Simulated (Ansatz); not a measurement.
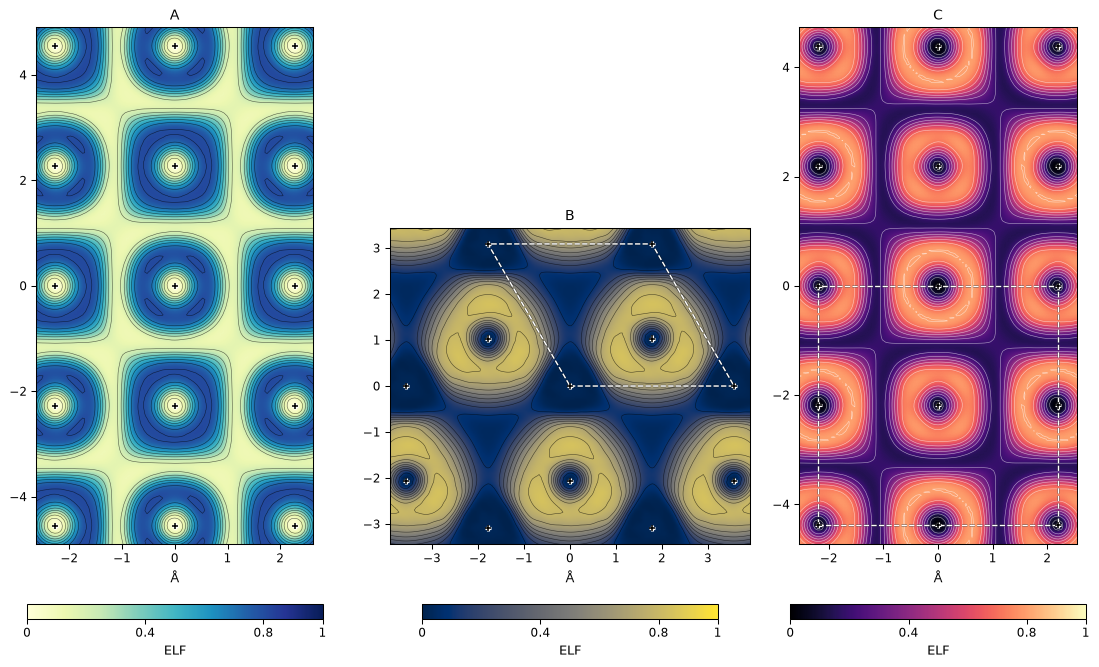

The electron localisation function of 3 systems, each on a plane through atoms (crosses mark nuclei in the plane).

The calculation used DFT PBEsol, scalar-relativistic, plane waves, PAW in Ansatz 0.2.0.

System 1: AlN, the (001) plane of the conventional cell. Space group P6₃/mmc; a structure from a database of computed crystals, not necessarily the ambient phase; computed pressure about 10 GPa in this cell.

```
Al N
1.0
     3.56787    0.00000    0.00000
    -1.78393    3.08986    0.00000
     0.00000    0.00000    3.60873
Al N
2 2
Cartesian
  0.0000 2.0599 2.7065
  1.7840 1.0299 0.9022
  0.0000 2.0599 0.9022
  1.7840 1.0299 2.7065
```

System 2: ZrN, the (001) plane of the conventional cell. Space group Fm-3m; computed without spin polarisation.

System 3: NbN, the (100) plane of the conventional cell. Space group Fm-3m.

```cif
data_structure
_symmetry_space_group_name_H-M 'P 1'
_symmetry_Int_Tables_number 1
_cell_length_a 4.3818
_cell_length_b 4.3818
_cell_length_c 4.3818
_cell_angle_alpha 90.000
_cell_angle_beta 90.000
_cell_angle_gamma 90.000
_cell_volume 84.13
loop_
_atom_site_label
_atom_site_type_symbol
_atom_site_fract_x
_atom_site_fract_y
_atom_site_fract_z
_atom_site_occupancy
Nb1 Nb 0.50000 0.00000 0.00000 1
Nb2 Nb 0.00000 0.50000 0.00000 1
Nb3 Nb 0.00000 0.00000 0.50000 1
Nb4 Nb 0.50000 0.50000 0.50000 1
N1 N 0.00000 0.00000 0.00000 1
N2 N 0.50000 0.50000 0.00000 1
N3 N 0.50000 0.00000 0.50000 1
N4 N 0.00000 0.50000 0.50000 1
```

### Which map belongs to which system?

Panel A is system 2, ZrN: the plane holds Zr and N. Zr–N (2.28 Å): the ELF peaks at about 0.80 in the valence shell of N, 0.7 Å from its nucleus, and drops to about 0.15 between the two atoms; no shared electron pair shows on this line. Panel B is system 1, AlN: the plane holds Al and N. Al–N (2.06 Å): the ELF peaks at about 0.85 in the valence shell of N, 0.7 Å from its nucleus, and is about 0.80 at the midpoint. Panel C is system 3, NbN: the plane holds Nb and N. Nb–N (2.19 Å): the ELF peaks at about 0.80 in the valence shell of N, 0.6 Å from its nucleus, and drops to about 0.15 between the two atoms: no localised pair shows between them.
